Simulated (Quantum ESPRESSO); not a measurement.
# A series of single points on BN

System: BN (2 atoms in the cell).
Method: Kohn-Sham DFT of a periodic cell, PBE, SSSP 1.3 efficiency PBE, no spin polarisation (Quantum ESPRESSO 7.5).

The 7 runs differ only in the geometry, by an even scaling of the cell at fixed fractional positions. The structure derives from a Materials Project entry.

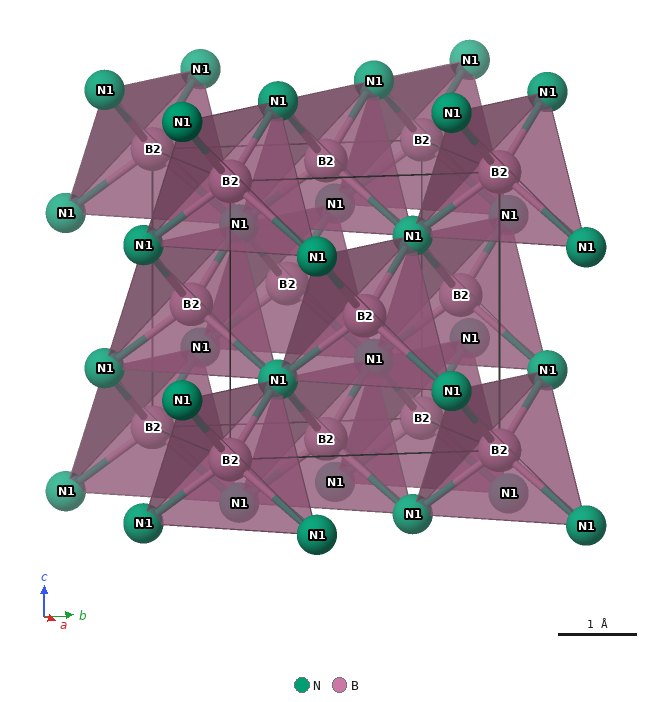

Figure 1. The structure of run 4 (polyhedral view of the cell 4 times as large as that of the calculation, set on its symmetry axes, seen slightly off an axis; polyhedra are completed across the faces of the cell; atoms are numbered from 1 in the order of the input).

**Input of run 4**
```
&CONTROL
  calculation = 'scf'
  prefix = 'pwscf'
  outdir = './tmp'
  pseudo_dir = './pseudo'
  tprnfor = .true.
  tstress = .true.
  disk_io = 'nowf'
/
&SYSTEM
  ibrav = 0
  nat = 2
  ntyp = 2
  ecutwfc = 60
  ecutrho = 480
  nbnd = 9
  occupations = 'smearing'
  smearing = 'fd'
  degauss = 0.00367493
/
&ELECTRONS
  conv_thr = 4d-10
  electron_maxstep = 120
  mixing_beta = 0.5
/
ATOMIC_SPECIES
N     14.0070 N.pbe-n-radius_5.UPF
B     10.8100 b_pbe_v1.4.uspp.F.UPF
CELL_PARAMETERS angstrom
   0.0000000000    1.8130010000    1.8130010000
   1.8130010000    0.0000000000    1.8130010000
   1.8130010000    1.8130010000    0.0000000000
ATOMIC_POSITIONS crystal
N      0.2500000000    0.2500000000    0.2500000000
B      0.0000000000    0.0000000000    0.0000000000
K_POINTS automatic
13 13 13 0 0 0
```

Command:
```bash
OMP_NUM_THREADS=1 pw.x -in pw.in > pw.out
```

Run 6 differs from it as follows:
```diff
-   0.0000000000    1.8130010000    1.8130010000
-   1.8130010000    0.0000000000    1.8130010000
-   1.8130010000    1.8130010000    0.0000000000
+   0.0000000000    1.8368590123    1.8368590123
+   1.8368590123    0.0000000000    1.8368590123
+   1.8368590123    1.8368590123    0.0000000000
```

**Results, with one run withheld**

```tsv
run	volume per atom (Å³)	free energy per atom, from the lowest run given (meV)	pressure (GPa)	gap on the mesh (eV)
1	5.602	24.29	23.65	4.62
2	5.721	9.81	14.37	4.59
3	5.840	1.91	5.92	4.57
4	5.959	0.00	−1.76	4.54
5	6.078	3.58	−8.76	4.52
6	6.198	?	?	?
7	6.317	25.19	−20.93	4.47
```

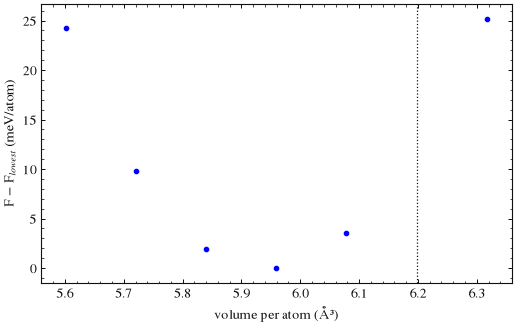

Figure 2. Free energy per atom of the runs given; the dotted line marks run 6.

Estimate the energy of run 6 from the others.

A cubic polynomial in V^(−2/3) (the Birch–Murnaghan form), fitted to the 6 runs given, misses them by at most 0.02 meV per atom. With x = V^(−2/3) − 0.30586 Å⁻², it reads F = 0.087129 + 313.58 x + 1.6648e+05 x² − 57677 x³ (meV per atom). At run 6 it gives 12.16 meV per atom, and the run itself gives 12.12. The slope of the fit gives a pressure −dF/dV of −14.62 GPa there, and the run prints −15.13 GPa. The two needn't agree exactly: the fit is approximate, and the printed stress is taken on a finite basis. The fit has its minimum at 5.939 Å³ per atom, where V d²F/dV² gives 372 GPa: the bulk modulus at this level, since symmetry fixes the shape and the positions. The gap on the mesh goes, without turning, from 4.62 eV in run 1 to 4.47 eV in run 7; run 6 has 4.50 eV. These are gaps of this functional on this mesh, which can miss the band edges; they aren't the measured gap.

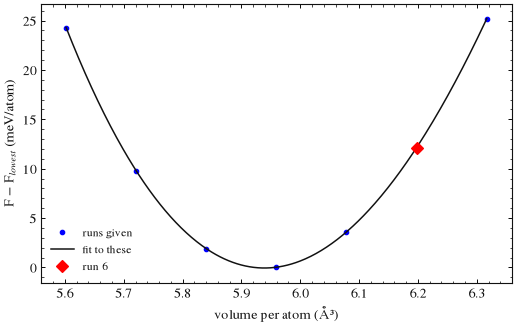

Figure 3. The fit and the withheld run.

**Some lines of the output (run 6)**
```
[...]
     unit-cell volume          =      83.6477 (a.u.)^3
     number of k points=    84  Fermi-Dirac smearing, width (Ry)=  0.0037
     total energy              =     -26.71817924 Ry
     total energy              =     -26.75638948 Ry
     total energy              =     -26.75937168 Ry
     total energy              =     -26.75967615 Ry
     total energy              =     -26.75971039 Ry
     total energy              =     -26.75971261 Ry
     total energy              =     -26.75971270 Ry
     the Fermi energy is    12.4883 ev
!    total energy              =     -26.75971271 Ry
     The total energy is F=E-TS. E is the sum of the following terms:
     Computing stress (Cartesian axis) and pressure
          total   stress  (Ry/bohr**3)                   (kbar)     P=     -151.29
```
